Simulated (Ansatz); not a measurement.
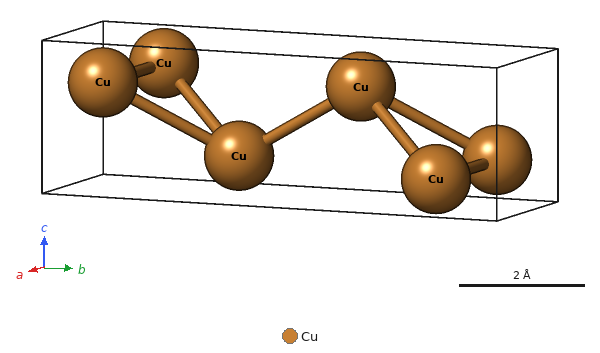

*The starting structure (ball-and-stick view of the cell 2 times as large as that of the calculation, set on its symmetry axes, seen slightly off an axis). An atom can appear more than once, as a periodic image.*

Near neighbours in the periodic cell (some may lie outside the picture): Cu has 10 Cu at 2.44 to 2.54 Å.

# Run report: Cu, geometry relaxation

- system: Cu (Cmcm, 2 atoms in the cell)
- method: DFT r2SCAN, scalar-relativistic, plane waves, PAW, no spin polarisation (Ansatz 0.2.0)

The structure derives from a Materials Project entry.

**The input**
```yaml
crystal:
  lattice:
    - [1.21846369, -3.9763780104, 0.0]
    - [1.21846369, 3.9763780104, 0.0]
    - [0.0, 0.0, 2.4754955235]
  atoms:
    - { symbol: Cu, position: [0.13386665, 0.86613335, 0.25] }
    - { symbol: Cu, position: [0.86613335, 0.13386665, 0.75] }
basis:
  ecutwfc: 500
kpoints:
  mp_grid: { grid: [18, 18, 16] }
hamiltonian:
  xc: r2scan
scf:
  occupations: { method: gaussian, width: 0.1 }
output:
  forces: true
  stress: true
  eigenvalues: true
  write_density: true
  write_potential: true
  elf: true
  volumetric_format: npy
relax:
  adjacent_minimum: "off"
  f_tol: 0.005
  max_steps: 80
  cell: { stress_tol: 0.05 }
```

Hardware: 2 threads of Intel Xeon (Sapphire Rapids), 16 GiB of memory available, shared host.

Command:
```bash
ansatz run input.yaml --threads 2 --pin off --max-ram 5120MiB --backend cpu --events-out ev --progress --plain --runs-dir out
```

**What the program printed**
```
Engine: ansatz 0.2.0, x86_64-unknown-linux-gnu
Pseudopotentials: kind: paw
Pseudopotential: Cu, paw, valence charge 19, recommended cutoff 500 eV (meta_gga), Cu.paw.azcp
Functional definition: r2SCAN
  parameter k0 = 0.174
  parameter k1 = 0.065
  parameter a1 = 4.9479
  exchange = r2scan_x(k0 = k0, k1 = k1, a1 = a1)
  correlation = r2scan_c
Crystal: 2 atoms, lattice volume = 23.988 Å³
Basis set: ecut = 500 eV, 607 PW (Γ), exchange–correlation on 128×128×80 points (64 copies of the dense FFT grid, shifted against one another)
Bands: 23, of which v1, the nominal top of the filled ones, is band 19 counted from 1 (18 counted from 0)
Symmetry: 8 space group operations
Space group: Cmcm (ITA 63), of the structure as read, at distance tolerance 2.9e-5 Å
k-points: 819 of 5184
Non-local potential: Cu, projectors of the file, l = 0: 3, l = 1: 2, l = 2: 3, l = 3: 1
PAW form: soft (Blöchl's): semilocal exchange-correlation on the pseudo side does not see the compensation charge
PAW frozen core: Cu, regenerated for the run's functional (the file was generated under x = pbe(κ = 0.804, μ = 0.2195149727645171), c = pbe(β = 0.06672455060314922))
PAW one-centre angular grid: Cu, 590 points (default); XC on 160 Gauss nodes
Initial density: superposition of atomic densities (neutral atoms: chi_scale 0, normalization atom), corrected by the library's trained network
Initial wavefunctions: pseudopotential atomic-orbital guess
Functional: x = r2scan, c = r2scan; τ floored in thin density (d = 2e-4 eV/Å³)
SCF iter   1: F=—  HF=-13262.201907 eV  |F-HF|=—  |Δ(HF+E_count)|=         —  Δρ=4.01e-2  dr2=2.14e-1  dr2_τ=1.76e-3  ethr=1.77e-3  ⟨swp⟩=4.9  Hψ=69575  notcnv=0
preconditioner: auto → none  [metal: Δε(μ)=0.003 eV  Ē_g=11.187 eV  σ=0.100 eV  W_gap=0.02  n_scr=8 (ndim 8)  ℏωp=35.6 eV  f_vac=0.000  D(μ)=0.59/eV (n_scr^D=2)  sad-step TF]
SCF iter   2: F=—  HF=-13262.180581 eV  |F-HF|=—  |Δ(HF+E_count)|=   2.13e-2  Δρ=1.14e-2  dr2=1.10e-2  dr2_τ=2.44e-3  ethr=5.64e-4  ⟨swp⟩=2.1  Hψ=36976  notcnv=0  defer=147
SCF iter   3: F=—  HF=-13262.167130 eV  |F-HF|=—  |Δ(HF+E_count)|=   1.35e-2  Δρ=6.28e-3  dr2=6.55e-3  dr2_τ=5.21e-5  ethr=2.89e-5  ⟨swp⟩=2.0  Hψ=37368  notcnv=0  defer=147
SCF iter   4: F=—  HF=-13262.165331 eV  |F-HF|=—  |Δ(HF+E_count)|=   1.80e-3  Δρ=8.80e-4  dr2=1.79e-4  dr2_τ=9.15e-6  ethr=1.72e-5  ⟨swp⟩=1.8  Hψ=24936  notcnv=0  defer=147
SCF iter   5: F=—  HF=-13262.165357 eV  |F-HF|=—  |Δ(HF+E_count)|=   2.59e-5  Δρ=9.02e-4  dr2=8.48e-5  dr2_τ=6.56e-7  ethr=4.72e-7  ⟨swp⟩=2.0  Hψ=27660  notcnv=0  defer=147
SCF iter   6: F=—  HF=-13262.165409 eV  |F-HF|=—  |Δ(HF+E_count)|=   5.19e-5  Δρ=1.16e-4  dr2=1.31e-6  dr2_τ=4.16e-8  ethr=2.23e-7  ⟨swp⟩=2.0  Hψ=27375  notcnv=0  defer=147
SCF iter   7: F=-13262.165411 eV  HF=-13262.165411 eV  |F-HF|=1.11e-7  |Δ(HF+E_count)|=   2.17e-6  Δρ=1.99e-5  dr2=5.11e-8  dr2_τ=1.80e-9  ethr=2.63e-10  ⟨swp⟩=6.7  Hψ=131342  notcnv=0
SCF 1 converged in 7 iterations: F = -13262.165411 eV  dr2 = 5.11e-8
  greatest PAW one-centre occupation: 1.000 electrons in one spin orbital (limit 2), on the Cu atom at site 1 (counted from 0), in its partial waves of l = 0
relax step   1: F+E_penalty+E_count = -13262.16541140 eV  Δ(F+E_penalty+E_count) = +0.000e0 eV  max|allowed force component| = 6.374e-3 eV/Å  Δτ_max = 0.0000 Å  P = +0.242 GPa  Ω = 23.988 Å³  (7 SCF iters, dr2 threshold 1.00e-7 eV, accepted)
Crystal: 2 atoms, lattice volume = 24.007 Å³
Initial density: handed on by an earlier stage of this run
Initial wavefunctions: those handed on with the density
iter 1 solved again at ethr=5.33e-8 eV; its pass at ethr=3.10e-3 eV (dr2=2.03e-5 eV) is discarded
SCF iter   1: F=—  HF=-13262.165403 eV  |F-HF|=—  |Δ(HF+E_count)|=         —  Δρ=3.66e-4  dr2=1.99e-5  dr2_τ=1.52e-5  ethr=5.33e-8  ⟨swp⟩=2.7  Hψ=85104  notcnv=0
preconditioner: auto → none  [metal: Δε(μ)=0.004 eV  Ē_g=10.987 eV  σ=0.100 eV  W_gap=0.02  n_scr=8 (ndim 8)  ℏωp=35.5 eV  f_vac=0.000  D(μ)=0.64/eV (n_scr^D=2)]
SCF iter   2: F=—  HF=-13262.165431 eV  |F-HF|=—  |Δ(HF+E_count)|=   2.85e-5  Δρ=5.15e-4  dr2=3.33e-5  dr2_τ=2.22e-7  ethr=5.25e-8  ⟨swp⟩=2.0  Hψ=32192  notcnv=0
SCF iter   3: F=—  HF=-13262.165422 eV  |F-HF|=—  |Δ(HF+E_count)|=   9.03e-6  Δρ=4.79e-5  dr2=1.99e-7  dr2_τ=2.03e-9  ethr=5.25e-8  ⟨swp⟩=2.0  Hψ=27377  notcnv=0
SCF iter   4: F=-13262.165422 eV  HF=-13262.165422 eV  |F-HF|=4.38e-9  |Δ(HF+E_count)|=   1.82e-8  Δρ=1.09e-5  dr2=2.61e-8  dr2_τ=4.17e-10  ethr=4.77e-10  ⟨swp⟩=8.9  Hψ=132945  notcnv=0
SCF 2 converged in 4 iterations: F = -13262.165422 eV  dr2 = 2.61e-8
relax step   2: F+E_penalty+E_count = -13262.16542236 eV  Δ(F+E_penalty+E_count) = -1.096e-5 eV  max|allowed force component| = 3.809e-3 eV/Å  Δτ_max = 0.0001 Å  P = +0.125 GPa  Ω = 24.007 Å³  energy of the carried Pulay correction = -1.213e-5 eV  (4 SCF iters, dr2 threshold 1.81e-7 eV, accepted)
Crystal: 2 atoms, lattice volume = 24.027 Å³
iter 1 solved again at ethr=6.58e-8 eV; its pass at ethr=3.10e-3 eV (dr2=2.50e-5 eV) is discarded
SCF iter   1: F=—  HF=-13262.165394 eV  |F-HF|=—  |Δ(HF+E_count)|=         —  Δρ=4.02e-4  dr2=2.46e-5  dr2_τ=2.00e-5  ethr=6.58e-8  ⟨swp⟩=2.6  Hψ=86485  notcnv=0
preconditioner: auto → none  [metal: Δε(μ)=0.004 eV  Ē_g=10.980 eV  σ=0.100 eV  W_gap=0.02  n_scr=8 (ndim 8)  ℏωp=35.5 eV  f_vac=0.000  D(μ)=0.64/eV (n_scr^D=2)]
SCF iter   2: F=—  HF=-13262.165429 eV  |F-HF|=—  |Δ(HF+E_count)|=   3.54e-5  Δρ=5.74e-4  dr2=4.14e-5  dr2_τ=2.84e-7  ethr=6.47e-8  ⟨swp⟩=2.0  Hψ=32446  notcnv=0
SCF iter   3: F=—  HF=-13262.165418 eV  |F-HF|=—  |Δ(HF+E_count)|=   1.11e-5  Δρ=6.52e-5  dr2=3.76e-7  dr2_τ=4.67e-9  ethr=6.47e-8  ⟨swp⟩=2.0  Hψ=27361  notcnv=0
SCF iter   4: F=-13262.165418 eV  HF=-13262.165418 eV  |F-HF|=3.80e-8  |Δ(HF+E_count)|=   4.38e-8  Δρ=1.31e-5  dr2=1.91e-8  dr2_τ=6.12e-10  ethr=1.37e-10  ⟨swp⟩=8.9  Hψ=135137  notcnv=0
SCF 3 converged in 4 iterations: F = -13262.165418 eV  dr2 = 1.91e-8
  Residual-converged pass: ⟨swp⟩=1.0  Hψ=22128  notcnv=0  max |occ|·‖R‖ = 7.1e-9 eV (tolerance 1.0e-8 eV)  dr2=1.91e-8  dr2_τ=6.12e-10  dr2_onsite=2.40e-8  max |Δocc| = 4.6e-11
relax step   3: F+E_penalty+E_count = -13262.16541812 eV  Δ(F+E_penalty+E_count) = +4.240e-6 eV  max|allowed force component| = 1.038e-4 eV/Å  Δτ_max = 0.0001 Å  P = -0.002 GPa  Ω = 24.027 Å³  energy of the carried Pulay correction = -2.527e-5 eV  (4 SCF iters, dr2 threshold 5.22e-8 eV, accepted)
Initial wavefunctions: pseudopotential atomic-orbital guess (no wavefunctions were taken with the density)
iter 1 solved again at ethr=4.80e-10 eV; its pass at ethr=3.10e-3 eV (dr2=1.82e-7 eV) is discarded
SCF iter   1: F=—  HF=-13262.165438 eV  |F-HF|=—  |Δ(HF+E_count)|=         —  Δρ=6.60e-5  dr2=3.89e-8  dr2_τ=2.05e-9  ethr=4.80e-10  ⟨swp⟩=4.1  Hψ=137231  notcnv=0
preconditioner: auto → none  [metal: Δε(μ)=0.003 eV  Ē_g=10.978 eV  σ=0.100 eV  W_gap=0.02  n_scr=8 (ndim 8)  ℏωp=35.5 eV  f_vac=0.000  D(μ)=0.64/eV (n_scr^D=2)]
SCF iter   2: F=—  HF=-13262.165444 eV  |F-HF|=—  |Δ(HF+E_count)|=   5.21e-6  Δρ=3.43e-5  dr2=1.32e-8  dr2_τ=6.42e-8  ethr=1.02e-10  ⟨swp⟩=2.0  Hψ=27882  notcnv=0
SCF iter   3: F=—  HF=-13262.165445 eV  |F-HF|=—  |Δ(HF+E_count)|=   1.78e-6  Δρ=1.18e-5  dr2=4.22e-9  dr2_τ=7.32e-9  ethr=3.48e-11  ⟨swp⟩=2.0  Hψ=27889  notcnv=0
SCF iter   4: F=—  HF=-13262.165446 eV  |F-HF|=—  |Δ(HF+E_count)|=   2.28e-7  Δρ=1.08e-5  dr2=1.49e-8  dr2_τ=1.63e-10  ethr=1.11e-11  ⟨swp⟩=2.0  Hψ=34469  notcnv=0
SCF iter   5: F=—  HF=-13262.165446 eV  |F-HF|=—  |Δ(HF+E_count)|=   1.19e-9  Δρ=1.48e-6  dr2=6.87e-10  dr2_τ=5.77e-11  ethr=1.11e-11  ⟨swp⟩=2.0  Hψ=27899  notcnv=0
SCF iter   6: F=-13262.165446 eV  HF=-13262.165446 eV  |F-HF|=6.55e-11  |Δ(HF+E_count)|=  8.77e-10  Δρ=2.85e-7  dr2=1.06e-11  dr2_τ=2.25e-12  ethr=1.00e-12  ⟨swp⟩=4.5  Hψ=95211  notcnv=0
SCF 4 converged in 6 iterations: F = -13262.165446 eV  dr2 = 1.06e-11
relax step   4: F+E_penalty+E_count = -13262.16544558 eV  Δ(F+E_penalty+E_count) = -2.746e-5 eV  max|allowed force component| = 8.188e-5 eV/Å  Δτ_max = 0.0000 Å  P = -0.002 GPa  Ω = 24.027 Å³  stress off target by 1.49e-2 GPa  SCF on the basis re-selected at this cell (its energy is not comparable with the rows above)  (6 SCF iters)
```

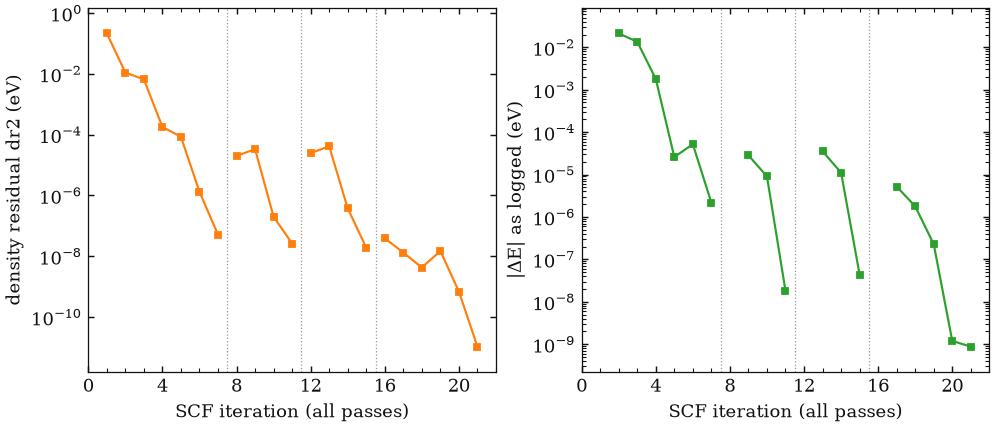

*Convergence of the self-consistent field: density residual dr2 and size of the energy change against the SCF iteration. The dotted lines part the SCF passes of the relaxation: geometry steps, rejected trials and re-solves on a re-selected basis.*

The passes take 7, 4, 4 and 6 iterations.

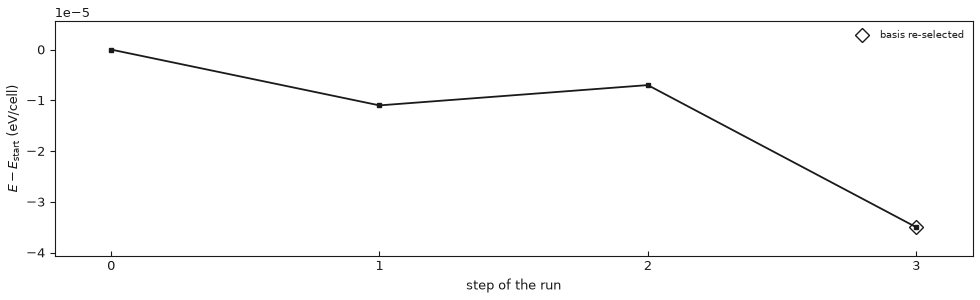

*Progress of the relaxation, step by step (the first geometry is step 0 here and step 1 in the log).*

The energy falls by next to nothing (0.0 meV per cell of the calculation) in 2 geometry steps. The largest force component goes from 0.0064 to under 0.0001 eV/Å. The pressure goes from 0.24 to 0.00 GPa. No atom moves by more than 0.005 Å relative to the cell. A last SCF at the same geometry on a re-selected plane-wave basis shifts the energy by next to nothing (0.0 meV per cell of the calculation).

```
basis re-selected at this cell: Δ(F+E_penalty+E_count) = -2.746e-5 eV, ΔP = +0.001 GPa vs the last step (what re-selecting the basis moved, of the pressure what is left beyond the Pulay correction that the steps carried, after the strain that the cell walked since its last selection, with what the two solves' SCF thresholds leave and, on support functions, any second-order correction that the steps lacked; it is no measure of the basis error at this ecutwfc). This SCF's stress stands 1.49e-2 GPa from its target on what of the cell is left free (relax.cell.stress_tol is 5.00e-2 GPa) and its largest allowed force component is 8.19e-5 eV/Å (relax.f_tol is 5.00e-3 eV/Å): within both
SCF converged after 6 iterations
Free energy (F): -13262.165446 eV
Harris-Foulkes:  -13262.165446 eV  (|F-HF|=6.55e-11)
Internal energy: -13262.162226 eV  (E = F + TS)
E sigma→0 (E₀):  -13262.163836 eV
Entropy (-TS):   -0.003219 eV (-1.610 meV/atom)
Fermi energy:    16.184228 eV
--- Per-component energies (eV) ---
  E_band       = -786.087384
  E_kinetic    = 600.096748
  E_local      = -8292.031834  (includes V_loc(G=0)·N_el)
  E_nonlocal   = 792.339031
  E_hartree    = 3664.787618
  E_xc         = -167.290091
  E_vxc        = -248.895832  (∫ρ·V_xc dr)
  E_paw        = -3357.786556  (= ΣΔE_a)
  E_vpaw       = -985.115647  (= ΣTr[D̂ρ^β])
  E_aug_tail   = 0.000305  (compensation charges beyond the density's cutoff)
  E_vtau       = 17.944413  (kinetic-family band-sum trace: ∫τ·v_τ [+ j·A + Jᵃ·Aᵃ] dr)
  E_ewald      = -6501.675232
  E_core_change = -0.602216  (= ΣΔE_core)
  E_smearing   = -0.003219  (= −TS)
  E_closure    = 0.000000  (closes the sum)
  Σ components = -13262.165446   (vs F -13262.165446, Δ=0.00e0)
--- Forces (eV/Å), atoms counted from 1 ---
  atom   1  Cu    -0.00000000    -0.00008188     0.00000000
  atom   2  Cu     0.00000000     0.00008188    -0.00000000
  max |Σ_I F_I| component: 1.36e-20 eV/Å
--- Stress (GPa, compression-positive) ---
        0.010082      -0.000000       0.000000
       -0.000000      -0.014852       0.000000
        0.000000       0.000000       0.000245
  P = ⅓ Tr σ = -0.0015 GPa (-0.015 kbar)
--- Band table (eV; the first three rows and the last of 819) ---
  k-point 0: bands = ["-100.2341", "-100.2159", "-56.1209", "-56.0343", "-55.9966", "-55.9950", "-55.9887", "-55.9751", "6.6245", "11.0883", "11.8870", "12.3796", "13.1030", "13.3637", "13.7878", "14.1014", "14.2822", "14.4230", "14.7176", "16.1475", "21.2559", "31.6077", "35.3330"]
  k-point 1: bands = ["-100.2337", "-100.2158", "-56.1194", "-56.0371", "-56.0001", "-55.9959", "-55.9884", "-55.9750", "6.7302", "11.1495", "11.8999", "12.3922", "13.0784", "13.3858", "13.7784", "14.0547", "14.3073", "14.4130", "14.4482", "16.5319", "21.2911", "30.3332", "35.4618"]
  k-point 2: bands = ["-100.2324", "-100.2155", "-56.1150", "-56.0451", "-56.0102", "-55.9986", "-55.9873", "-55.9747", "7.0442", "11.3229", "11.9355", "12.4200", "13.0105", "13.4413", "13.7480", "13.9519", "14.0109", "14.3492", "14.3896", "17.3325", "21.4014", "28.0242", "35.8429"]
  k-point 818: bands = ["-100.2177", "-100.2177", "-56.1260", "-56.1260", "-56.0230", "-56.0230", "-55.9754", "-55.9754", "11.0144", "11.0144", "12.5013", "12.5013", "13.6388", "13.6388", "14.1359", "14.1359", "14.5974", "14.5974", "15.2003", "15.2003", "20.1065", "20.1065", "34.8570"]
--- Relaxed structure (3 steps of the walk, 3 accepted, 1 SCFs on fresh bases) ---
  F+E_penalty+E_count = -13262.16544558 eV   max|allowed force component| = 8.188e-5 eV/Å   (the final SCF, on the basis selected at the relaxed cell)
  cell:  # Å, volume = 24.0271 Å³
    - [1.2192992027438039, -3.977594262344761, -2.0948689418973762e-19]
    - [1.2192992027438039, 3.977594262344761, 2.0948689418973892e-19]
    - [1.3224983916075141e-33, 1.30416139371631e-19, 2.477087713732383]
  atoms:
    - { symbol: Cu, position: [0.1338381917741276, 0.8661618082258724, 0.25] }
    - { symbol: Cu, position: [0.8661618082258724, 0.1338381917741276, 0.75] }
```

**Trajectory as extended XYZ (Å, eV, eV/Å), 4 frames, from step=1 to step=4**
```
2
Lattice="1.2185 -3.9764 0.0000 1.2185 3.9764 0.0000 0.0000 0.0000 2.4755" Properties=species:S:1:pos:R:3:forces:R:3 step=1 energy=-13262.16541 pressure_GPa=0.24
Cu    1.2185    2.9118    0.6189    0.0000   0.0064   0.0000
Cu    1.2185   -2.9118    1.8566    0.0000  -0.0064   0.0000
2
Lattice="1.2188 -3.9771 0.0000 1.2188 3.9771 0.0000 0.0000 0.0000 2.4762" Properties=species:S:1:pos:R:3:forces:R:3 step=2 energy=-13262.16542 pressure_GPa=0.13
Cu    1.2188    2.9124    0.6191    0.0000   0.0038   0.0000
Cu    1.2188   -2.9124    1.8572    0.0000  -0.0038   0.0000
2
Lattice="1.2193 -3.9776 0.0000 1.2193 3.9776 0.0000 0.0000 0.0000 2.4771" Properties=species:S:1:pos:R:3:forces:R:3 step=3 energy=-13262.16542 pressure_GPa=-0.00
Cu    1.2193    2.9129    0.6193    0.0000   0.0001   0.0000
Cu    1.2193   -2.9129    1.8578    0.0000  -0.0001   0.0000
2
Lattice="1.2193 -3.9776 0.0000 1.2193 3.9776 0.0000 0.0000 0.0000 2.4771" Properties=species:S:1:pos:R:3:forces:R:3 step=4 energy=-13262.16545 pressure_GPa=-0.00
Cu    1.2193    2.9129    0.6193    0.0000  -0.0001   0.0000
Cu    1.2193   -2.9129    1.8578    0.0000   0.0001   0.0000
```

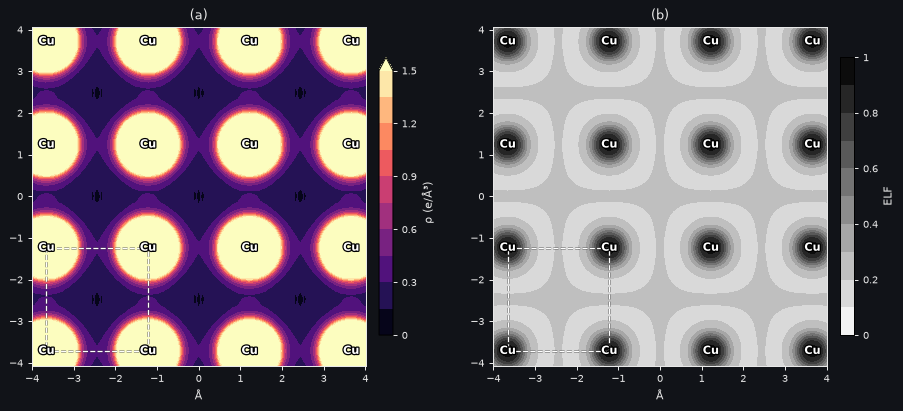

*(a) valence electron density; (b) electron localisation function on the (010) plane of the conventional cell.*

Cu–Cu (2.44 Å): the density is about 0.31 e/Å³ at the midpoint; the ELF is about 0.20 at the midpoint; no shared electron pair. Away from the nuclei the density in this plane falls to 0.14 e/Å³ at its lowest. The strong features right at Cu lie inside the PAW spheres (semicore, d or f shells) and say nothing about bonding. The fields are those of the smooth PAW valence density.

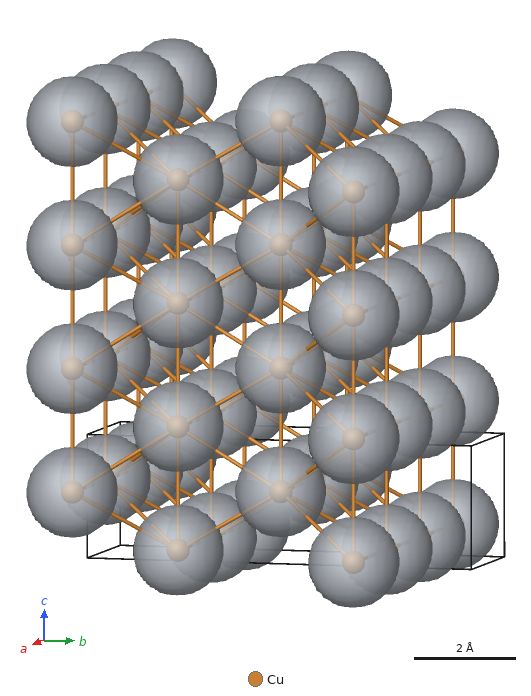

*Isosurface of the valence electron density at 0.6 e/Å³ (grey), seen at an oblique angle. Sticks mark near contacts. The outline is the cell set on symmetry axes.*

At this value the density breaks into separate islands; it holds about 85 % of the electrons treated as valence (semicore included). It is pinched off along the Cu–Cu (2.44 Å) and Cu–Cu (2.54 Å) contacts. On the grid the lowest density along these lines, outside the cores, is 0.31 e/Å³ (Cu–Cu, 2.44 Å) and 0.28 e/Å³ (Cu–Cu, 2.54 Å).

**Key numbers**

```tsv
quantity	value
outcome	converged
space group (tolerance 0.01 Å)	Cmcm (63)
electrons treated	38
free energy	−13262.1654 eV
Fermi energy	16.184 eV
gap on the k-point mesh	none (metallic)
pressure	0.00 GPa
final volume	24.03 Å³
largest force (length of the vector) at the end	under 0.001 eV/Å
final cell	a = 4.160 Å, b = 4.160 Å, c = 2.477 Å, α = 90.00°, β = 90.00°, γ = 145.92°
wall time	76 s (CPU time 2.5 min)
peak memory	0.86 GiB
```
